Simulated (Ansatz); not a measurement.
Run report: Ni, geometry relaxation (part 2 of 3)

Ni (slab, 5 atoms in the cell); DFT, PBE, PAW with Ansatz's default frozen-core files, scalar-relativistic, spin-polarised (Ansatz 0.2.0); cutoff 420 eV, 16×16×1 k-mesh, Fermi–Dirac smearing of 0.1 eV, collinear spins. It belongs to a series of runs on one base structure; here: atoms relaxed, PAW files.

Geometry of the input (Å; fractional positions):
```
2.4894  0.0000  0.0000
0.0000  2.4894  0.0000
0.0000  0.0000  23.0411
Ni 0.0000  0.0000  0.3472
Ni 0.5000  0.5000  0.4236
Ni 0.0000  0.0000  0.5000
Ni 0.5000  0.5000  0.5764
Ni 0.0000  0.0000  0.6528
```

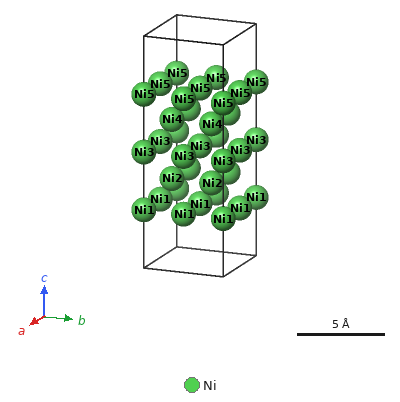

Fig. 1: The geometry at step 3 of the log (spheres-only view of the 2 × 2 repeat of the cell, with the vacuum cut short, seen slightly off an axis; atoms are numbered from 1 in the order of the input).

The program's output, continued:
```
SCF iter   1: F=—  HF=-29196.997544 eV  |F-HF|=—  |Δ(HF+E_count)|=         —  Δρ=1.19e-3 (↑6.59e-4 ↓1.19e-3)  dr2=7.90e-3  dr2_m=2.02e-4  M=3.391 μB ∫|m|=3.838 μB  β_m=1.00  ethr=9.62e-6  p=-0.000 e·Å  D=-7.65e-7 V/Å  ΔV_dip=0.00 eV  dr2_dipole=1.05e-9  V_vac-E_F(+/−)=4.89/4.89 eV  ⟨swp⟩=2.1  Hψ=16269  notcnv=0  defer=289
efield: sawtooth ramp at fractional position 0.9500 (handed on by an earlier solve), width 0.1000; the density the first Hamiltonian is built on has a dipole p = -0.000 e·Å; the dipole correction subtracts the counter field D = -7.65e-7 V/Å, which shifts the + side's vacuum level by +0.00 eV against the − side's; the planar-averaged density in the ramp window peaks in size at 3.5e-5 e/Å³
preconditioner: auto → LDOS  [metal: Δε(μ)=0.004 eV  Ē_g=7.431 eV  σ=0.100 eV  W_gap=0.01  n_scr=12 (ndim 8)  ℏωp=22.0 eV  f_vac=0.568  D(μ)=8.87/eV (n_scr^D=92)]
spin=Collinear: LDOS preconditioning applied to the charge; magnetization (m = ρ↑ − ρ↓) channel mixes plain (no charge-response kernel on spin).
SCF iter   2: F=—  HF=-29196.995940 eV  |F-HF|=—  |Δ(HF+E_count)|=   1.60e-3  Δρ=3.84e-4 (↑3.84e-4 ↓3.62e-4)  dr2=9.24e-4  dr2_m=5.72e-6  M=3.391 μB ∫|m|=3.838 μB  β_m=0.34  ethr=8.78e-6  p=0.000 e·Å  D=2.00e-8 V/Å  ΔV_dip=-0.00 eV  dr2_dipole=4.54e-11  V_vac-E_F(+/−)=4.88/4.88 eV  ⟨swp⟩=2.0  Hψ=7170  notcnv=0  defer=292
density mixer auto → msr1: a metal under ldos (density of states about μ 3.64 of a free-electron gas's, 22 screened modes)
SCF iter   3: F=—  HF=-29196.995890 eV  |F-HF|=—  |Δ(HF+E_count)|=   5.00e-5  Δρ=2.81e-4 (↑2.81e-4 ↓1.67e-4)  dr2=1.56e-4  dr2_m=2.30e-5  M=3.390 μB ∫|m|=3.838 μB  β_m=0.40  ethr=1.03e-6  p=-0.000 e·Å  D=-1.12e-7 V/Å  ΔV_dip=0.00 eV  dr2_dipole=1.18e-12  V_vac-E_F(+/−)=4.88/4.88 eV  ⟨swp⟩=2.1  Hψ=7203  notcnv=0  defer=292
SCF iter   4: F=—  HF=-29196.995930 eV  |F-HF|=—  |Δ(HF+E_count)|=   4.05e-5  Δρ=1.94e-4 (↑1.94e-4 ↓1.21e-4)  dr2=5.27e-5  dr2_m=2.01e-5  M=3.389 μB ∫|m|=3.837 μB  β_m=0.67  ethr=1.73e-7  p=-0.000 e·Å  D=-3.15e-8 V/Å  ΔV_dip=0.00 eV  dr2_dipole=2.88e-12  V_vac-E_F(+/−)=4.88/4.88 eV  ⟨swp⟩=1.6  Hψ=5860  notcnv=0  defer=292
SCF iter   5: F=—  HF=-29196.995988 eV  |F-HF|=—  |Δ(HF+E_count)|=   5.77e-5  Δρ=9.44e-5 (↑7.93e-5 ↓9.44e-5)  dr2=3.10e-5  dr2_m=2.91e-6  M=3.387 μB ∫|m|=3.835 μB  β_m=0.59  ethr=5.85e-8  p=-0.000 e·Å  D=-7.65e-8 V/Å  ΔV_dip=0.00 eV  dr2_dipole=9.27e-12  V_vac-E_F(+/−)=4.90/4.90 eV  ⟨swp⟩=2.1  Hψ=8637  notcnv=0  defer=291
SCF iter   6: F=—  HF=-29196.995990 eV  |F-HF|=—  |Δ(HF+E_count)|=   1.65e-6  Δρ=5.91e-5 (↑5.72e-5 ↓5.91e-5)  dr2=1.43e-5  dr2_m=1.58e-6  M=3.386 μB ∫|m|=3.834 μB  β_m=0.56  ethr=3.45e-8  p=0.000 e·Å  D=1.65e-8 V/Å  ΔV_dip=-0.00 eV  dr2_dipole=2.48e-12  V_vac-E_F(+/−)=4.90/4.90 eV  ⟨swp⟩=2.2  Hψ=8861  notcnv=0  defer=291
SCF iter   7: F=—  HF=-29196.995990 eV  |F-HF|=—  |Δ(HF+E_count)|=   7.33e-7  Δρ=2.89e-5 (↑2.03e-5 ↓2.89e-5)  dr2=5.37e-7  dr2_m=7.13e-7  M=3.385 μB ∫|m|=3.833 μB  β_m=0.75  ethr=1.59e-8  p=0.000 e·Å  D=2.24e-9 V/Å  ΔV_dip=-0.00 eV  dr2_dipole=7.84e-13  V_vac-E_F(+/−)=4.90/4.90 eV  ⟨swp⟩=2.1  Hψ=7352  notcnv=0  defer=291
iter 8 did not close the SCF: its close was put off until two iterations running show no level that it waits for move by more than its bar (scf_convergence_deferred on its scf_iter line)
SCF iter   8: F=-29196.995989 eV  HF=-29196.995993 eV  |F-HF|=3.40e-6  |Δ(HF+E_count)|=   2.22e-6  Δρ=3.90e-5 (↑1.42e-5 ↓3.90e-5)  dr2=3.46e-6  dr2_m=2.82e-7  M=3.384 μB ∫|m|=3.832 μB  β_m=0.70  ethr=5.97e-10  p=-0.000 e·Å  D=-4.89e-8 V/Å  ΔV_dip=0.00 eV  dr2_dipole=2.00e-12  V_vac-E_F(+/−)=4.90/4.90 eV  ⟨swp⟩=16.3  Hψ=47989  notcnv=0
iter 9 did not close the SCF: its close was put off until two iterations running show no level that it waits for move by more than its bar (scf_convergence_deferred on its scf_iter line)
SCF iter   9: F=-29196.995993 eV  HF=-29196.995993 eV  |F-HF|=1.69e-8  |Δ(HF+E_count)|=   1.40e-7  Δρ=6.54e-6 (↑2.31e-6 ↓6.54e-6)  dr2=4.85e-8  dr2_m=2.10e-8  M=3.384 μB ∫|m|=3.832 μB  β_m=0.85  ethr=5.97e-10  p=0.000 e·Å  D=3.14e-8 V/Å  ΔV_dip=-0.00 eV  dr2_dipole=3.85e-12  V_vac-E_F(+/−)=4.90/4.90 eV  ⟨swp⟩=11.1  Hψ=40213  notcnv=0
SCF iter  10: F=-29196.995992 eV  HF=-29196.995993 eV  |F-HF|=3.85e-7  |Δ(HF+E_count)|=   5.91e-8  Δρ=1.06e-5 (↑3.47e-6 ↓1.06e-5)  dr2=4.10e-7  dr2_m=2.42e-8  M=3.384 μB ∫|m|=3.832 μB  ethr=5.39e-11  p=-0.000 e·Å  D=-9.63e-8 V/Å  ΔV_dip=0.00 eV  dr2_dipole=1.02e-11  V_vac-E_F(+/−)=4.90/4.90 eV  ⟨swp⟩=10.1  Hψ=36616  notcnv=0
SCF 2 converged in 10 iterations: F = -29196.995992 eV  dr2 = 4.10e-7
relax step   2: F+E_penalty+E_count = -29196.99599224 eV  Δ(F+E_penalty+E_count) = -1.264e-2 eV  max|allowed force component| = 2.459e-1 eV/Å  Δτ_max = 0.0198 Å  (10 SCF iters, dr2 threshold 8.34e-6 eV, accepted)
SCF iter   1: F=—  HF=-29197.009824 eV  |F-HF|=—  |Δ(HF+E_count)|=         —  Δρ=2.25e-3 (↑1.06e-3 ↓2.25e-3)  dr2=2.24e-2  dr2_m=8.41e-4  M=3.396 μB ∫|m|=3.839 μB  β_m=1.00  ethr=2.41e-4  p=-0.000 e·Å  D=-9.51e-8 V/Å  ΔV_dip=0.00 eV  dr2_dipole=1.10e-9  V_vac-E_F(+/−)=4.87/4.87 eV  ⟨swp⟩=4.3  Hψ=12383  notcnv=0  defer=289
efield: sawtooth ramp at fractional position 0.9500 (handed on by an earlier solve), width 0.1000; the density the first Hamiltonian is built on has a dipole p = -0.000 e·Å; the dipole correction subtracts the counter field D = -9.51e-8 V/Å, which shifts the + side's vacuum level by +0.00 eV against the − side's; the planar-averaged density in the ramp window peaks in size at 2.5e-5 e/Å³
preconditioner: auto → LDOS  [metal: Δε(μ)=0.004 eV  Ē_g=7.460 eV  σ=0.100 eV  W_gap=0.01  n_scr=12 (ndim 8)  ℏωp=22.0 eV  f_vac=0.571  D(μ)=8.68/eV (n_scr^D=84)]
spin=Collinear: LDOS preconditioning applied to the charge; magnetization (m = ρ↑ − ρ↓) channel mixes plain (no charge-response kernel on spin).
SCF iter   2: F=—  HF=-29197.004784 eV  |F-HF|=—  |Δ(HF+E_count)|=   5.04e-3  Δρ=6.62e-4 (↑6.62e-4 ↓6.29e-4)  dr2=2.52e-3  dr2_m=2.24e-5  M=3.390 μB ∫|m|=3.836 μB  β_m=0.34  ethr=2.49e-5  p=0.000 e·Å  D=3.36e-7 V/Å  ΔV_dip=-0.00 eV  dr2_dipole=1.59e-10  V_vac-E_F(+/−)=4.86/4.86 eV  ⟨swp⟩=2.1  Hψ=8252  notcnv=0  defer=286
density mixer auto → msr1: a metal under ldos (density of states about μ 3.62 of a free-electron gas's, 22 screened modes)
SCF iter   3: F=—  HF=-29197.004568 eV  |F-HF|=—  |Δ(HF+E_count)|=   2.16e-4  Δρ=5.47e-4 (↑5.47e-4 ↓2.84e-4)  dr2=6.14e-4  dr2_m=7.45e-5  M=3.390 μB ∫|m|=3.836 μB  β_m=0.41  ethr=2.80e-6  p=0.000 e·Å  D=3.51e-7 V/Å  ΔV_dip=-0.00 eV  dr2_dipole=7.55e-11  V_vac-E_F(+/−)=4.86/4.86 eV  ⟨swp⟩=2.0  Hψ=7115  notcnv=0  defer=286
SCF iter   4: F=—  HF=-29197.004677 eV  |F-HF|=—  |Δ(HF+E_count)|=   1.09e-4  Δρ=3.63e-4 (↑3.63e-4 ↓2.48e-4)  dr2=1.44e-4  dr2_m=8.68e-5  M=3.387 μB ∫|m|=3.833 μB  β_m=0.62  ethr=6.83e-7  p=0.000 e·Å  D=2.56e-7 V/Å  ΔV_dip=-0.00 eV  dr2_dipole=4.80e-12  V_vac-E_F(+/−)=4.87/4.87 eV  ⟨swp⟩=1.5  Hψ=5446  notcnv=0  defer=286
SCF iter   5: F=—  HF=-29197.004835 eV  |F-HF|=—  |Δ(HF+E_count)|=   1.57e-4  Δρ=1.67e-4 (↑1.27e-4 ↓1.67e-4)  dr2=9.16e-5  dr2_m=1.48e-5  M=3.383 μB ∫|m|=3.830 μB  β_m=0.58  ethr=1.60e-7  p=0.000 e·Å  D=7.14e-8 V/Å  ΔV_dip=-0.00 eV  dr2_dipole=1.55e-11  V_vac-E_F(+/−)=4.89/4.89 eV  ⟨swp⟩=2.3  Hψ=9106  notcnv=0  defer=286
SCF iter   6: F=—  HF=-29197.004847 eV  |F-HF|=—  |Δ(HF+E_count)|=   1.18e-5  Δρ=1.16e-4 (↑1.07e-4 ↓1.16e-4)  dr2=3.95e-5  dr2_m=6.18e-6  M=3.382 μB ∫|m|=3.828 μB  β_m=0.56  ethr=1.02e-7  p=0.000 e·Å  D=1.01e-7 V/Å  ΔV_dip=-0.00 eV  dr2_dipole=1.62e-12  V_vac-E_F(+/−)=4.90/4.90 eV  ⟨swp⟩=2.3  Hψ=8677  notcnv=0  defer=286
SCF iter   7: F=—  HF=-29197.004848 eV  |F-HF|=—  |Δ(HF+E_count)|=   1.16e-6  Δρ=5.44e-5 (↑4.33e-5 ↓5.44e-5)  dr2=3.14e-6  dr2_m=2.22e-6  M=3.381 μB ∫|m|=3.826 μB  β_m=0.64  ethr=4.39e-8  p=0.000 e·Å  D=3.14e-8 V/Å  ΔV_dip=-0.00 eV  dr2_dipole=3.12e-13  V_vac-E_F(+/−)=4.90/4.90 eV  ⟨swp⟩=2.9  Hψ=9475  notcnv=0  defer=286
SCF iter   8: F=—  HF=-29197.004851 eV  |F-HF|=—  |Δ(HF+E_count)|=   3.47e-6  Δρ=1.59e-5 (↑1.59e-5 ↓1.42e-5)  dr2=6.73e-7  dr2_m=2.75e-7  M=3.380 μB ∫|m|=3.826 μB  β_m=0.82  ethr=3.49e-9  p=0.000 e·Å  D=2.49e-8 V/Å  ΔV_dip=-0.00 eV  dr2_dipole=1.86e-13  V_vac-E_F(+/−)=4.90/4.90 eV  ⟨swp⟩=2.6  Hψ=9034  notcnv=0  defer=286
SCF iter   9: F=—  HF=-29197.004852 eV  |F-HF|=—  |Δ(HF+E_count)|=   7.27e-7  Δρ=5.47e-5 (↑1.29e-5 ↓5.47e-5)  dr2=1.02e-5  dr2_m=6.07e-7  M=3.379 μB ∫|m|=3.825 μB  β_m=0.72  ethr=7.47e-10  p=-0.000 e·Å  D=-8.46e-9 V/Å  ΔV_dip=0.00 eV  dr2_dipole=6.36e-13  V_vac-E_F(+/−)=4.90/4.90 eV  ⟨swp⟩=2.0  Hψ=7243  notcnv=0  defer=286
iter 10 did not close the SCF: its close was put off until two iterations running show no level that it waits for move by more than its bar (scf_convergence_deferred on its scf_iter line)
SCF iter  10: F=-29197.004851 eV  HF=-29197.004852 eV  |F-HF|=9.92e-7  |Δ(HF+E_count)|=   1.30e-7  Δρ=1.76e-5 (↑8.53e-6 ↓1.76e-5)  dr2=9.94e-7  dr2_m=5.23e-8  M=3.380 μB ∫|m|=3.825 μB  β_m=0.62  ethr=7.47e-10  p=0.000 e·Å  D=2.83e-8 V/Å  ΔV_dip=-0.00 eV  dr2_dipole=8.36e-13  V_vac-E_F(+/−)=4.90/4.90 eV  ⟨swp⟩=16.4  Hψ=44636  notcnv=0
SCF iter  11: F=-29197.004852 eV  HF=-29197.004852 eV  |F-HF|=6.92e-8  |Δ(HF+E_count)|=   2.28e-8  Δρ=7.11e-6 (↑2.72e-6 ↓7.11e-6)  dr2=8.51e-8  dr2_m=8.45e-9  M=3.379 μB ∫|m|=3.825 μB  ethr=7.47e-10  p=0.000 e·Å  D=2.33e-9 V/Å  ΔV_dip=-0.00 eV  dr2_dipole=2.46e-13  V_vac-E_F(+/−)=4.90/4.90 eV  ⟨swp⟩=10.2  Hψ=39841  notcnv=0
SCF 3 converged in 11 iterations: F = -29197.004852 eV  dr2 = 8.51e-8
  greatest PAW one-centre occupation: 1.001 electrons in one spin orbital (limit 2), on the Ni atom at site 4 (counted from 0), in its partial waves of l = 1
relax step   3: F+E_penalty+E_count = -29197.00485186 eV  Δ(F+E_penalty+E_count) = -8.860e-3 eV  max|allowed force component| = 1.880e-2 eV/Å  Δτ_max = 0.0314 Å  (11 SCF iters, dr2 threshold 3.78e-6 eV, accepted)
SCF iter   1: F=—  HF=-29197.004922 eV  |F-HF|=—  |Δ(HF+E_count)|=         —  Δρ=1.50e-4 (↑6.66e-5 ↓1.50e-4)  dr2=7.14e-5  dr2_m=3.93e-6  M=3.379 μB ∫|m|=3.824 μB  β_m=1.00  ethr=7.62e-7  p=0.000 e·Å  D=1.17e-9 V/Å  ΔV_dip=-0.00 eV  dr2_dipole=2.90e-10  V_vac-E_F(+/−)=4.90/4.90 eV  ⟨swp⟩=2.4  Hψ=9776  notcnv=0  defer=142
efield: sawtooth ramp at fractional position 0.9500 (handed on by an earlier solve), width 0.1000; the density the first Hamiltonian is built on has a dipole p = 0.000 e·Å; the dipole correction subtracts the counter field D = 1.17e-9 V/Å, which shifts the + side's vacuum level by -0.00 eV against the − side's; the planar-averaged density in the ramp window peaks in size at 2.5e-5 e/Å³
preconditioner: auto → LDOS  [metal: Δε(μ)=0.005 eV  Ē_g=7.466 eV  σ=0.100 eV  W_gap=0.01  n_scr=12 (ndim 8)  ℏωp=22.0 eV  f_vac=0.570  D(μ)=8.67/eV (n_scr^D=84)]
spin=Collinear: LDOS preconditioning applied to the charge; magnetization (m = ρ↑ − ρ↓) channel mixes plain (no charge-response kernel on spin).
SCF iter   2: F=—  HF=-29197.004893 eV  |F-HF|=—  |Δ(HF+E_count)|=   2.97e-5  Δρ=4.26e-5 (↑3.68e-5 ↓4.26e-5)  dr2=9.81e-6  dr2_m=4.50e-8  M=3.379 μB ∫|m|=3.825 μB  β_m=0.33  ethr=7.94e-8  p=-0.000 e·Å  D=-2.53e-7 V/Å  ΔV_dip=0.00 eV  dr2_dipole=3.03e-10  V_vac-E_F(+/−)=4.91/4.91 eV  ⟨swp⟩=2.0  Hψ=7825  notcnv=0  defer=141
density mixer auto → msr1: a metal under ldos (density of states about μ 3.62 of a free-electron gas's, 22 screened modes)
SCF iter   3: F=—  HF=-29197.004892 eV  |F-HF|=—  |Δ(HF+E_count)|=   7.01e-7  Δρ=3.25e-5 (↑3.25e-5 ↓1.90e-5)  dr2=2.28e-6  dr2_m=1.71e-7  M=3.379 μB ∫|m|=3.824 μB  β_m=0.41  ethr=1.09e-8  p=-0.000 e·Å  D=-3.73e-7 V/Å  ΔV_dip=0.00 eV  dr2_dipole=3.60e-11  V_vac-E_F(+/−)=4.91/4.91 eV  ⟨swp⟩=2.1  Hψ=7003  notcnv=0  defer=141
SCF iter   4: F=—  HF=-29197.004892 eV  |F-HF|=—  |Δ(HF+E_count)|=   5.11e-7  Δρ=2.11e-5 (↑2.11e-5 ↓1.33e-5)  dr2=4.58e-7  dr2_m=2.65e-7  M=3.379 μB ∫|m|=3.825 μB  β_m=0.67  ethr=2.54e-9  p=-0.000 e·Å  D=-2.23e-7 V/Å  ΔV_dip=0.00 eV  dr2_dipole=1.47e-11  V_vac-E_F(+/−)=4.90/4.90 eV  ⟨swp⟩=1.6  Hψ=5939  notcnv=0  defer=140
SCF iter   5: F=—  HF=-29197.004893 eV  |F-HF|=—  |Δ(HF+E_count)|=   1.01e-6  Δρ=1.03e-5 (↑1.03e-5 ↓5.96e-6)  dr2=2.97e-7  dr2_m=4.04e-8  M=3.379 μB ∫|m|=3.825 μB  β_m=0.65  ethr=5.09e-10  p=-0.000 e·Å  D=-1.55e-7 V/Å  ΔV_dip=0.00 eV  dr2_dipole=4.21e-12  V_vac-E_F(+/−)=4.90/4.90 eV  ⟨swp⟩=2.3  Hψ=9256  notcnv=0  defer=137
SCF iter   6: F=—  HF=-29197.004893 eV  |F-HF|=—  |Δ(HF+E_count)|=   7.76e-8  Δρ=7.09e-6 (↑6.40e-6 ↓7.09e-6)  dr2=1.33e-7  dr2_m=2.17e-8  M=3.379 μB ∫|m|=3.825 μB  β_m=0.62  ethr=3.30e-10  p=0.000 e·Å  D=3.32e-8 V/Å  ΔV_dip=-0.00 eV  dr2_dipole=5.70e-12  V_vac-E_F(+/−)=4.90/4.90 eV  ⟨swp⟩=2.1  Hψ=8219  notcnv=0  defer=136
SCF iter   7: F=—  HF=-29197.004893 eV  |F-HF|=—  |Δ(HF+E_count)|=   4.57e-8  Δρ=4.06e-6 (↑3.71e-6 ↓4.06e-6)  dr2=3.84e-8  dr2_m=3.66e-9  M=3.379 μB ∫|m|=3.825 μB  β_m=0.52  ethr=1.48e-10  p=-0.000 e·Å  D=-3.24e-8 V/Å  ΔV_dip=0.00 eV  dr2_dipole=2.45e-12  V_vac-E_F(+/−)=4.90/4.90 eV  ⟨swp⟩=2.6  Hψ=9599  notcnv=0  defer=135
SCF iter   8: F=-29197.004893 eV  HF=-29197.004893 eV  |F-HF|=4.19e-8  |Δ(HF+E_count)|=   1.23e-9  Δρ=3.69e-6 (↑7.87e-7 ↓3.69e-6)  dr2=4.82e-8  dr2_m=3.49e-9  M=3.380 μB ∫|m|=3.825 μB  ethr=4.27e-11  p=-0.000 e·Å  D=-1.06e-8 V/Å  ΔV_dip=0.00 eV  dr2_dipole=2.74e-12  V_vac-E_F(+/−)=4.90/4.90 eV  ⟨swp⟩=12.6  Hψ=39914  notcnv=0
SCF 4 converged in 8 iterations: F = -29197.004893 eV  dr2 = 4.82e-8
relax step   4: F+E_penalty+E_count = -29197.00489341 eV  Δ(F+E_penalty+E_count) = -4.154e-5 eV  max|allowed force component| = 3.006e-4 eV/Å  Δτ_max = 0.0015 Å  (8 SCF iters, accepted)
```
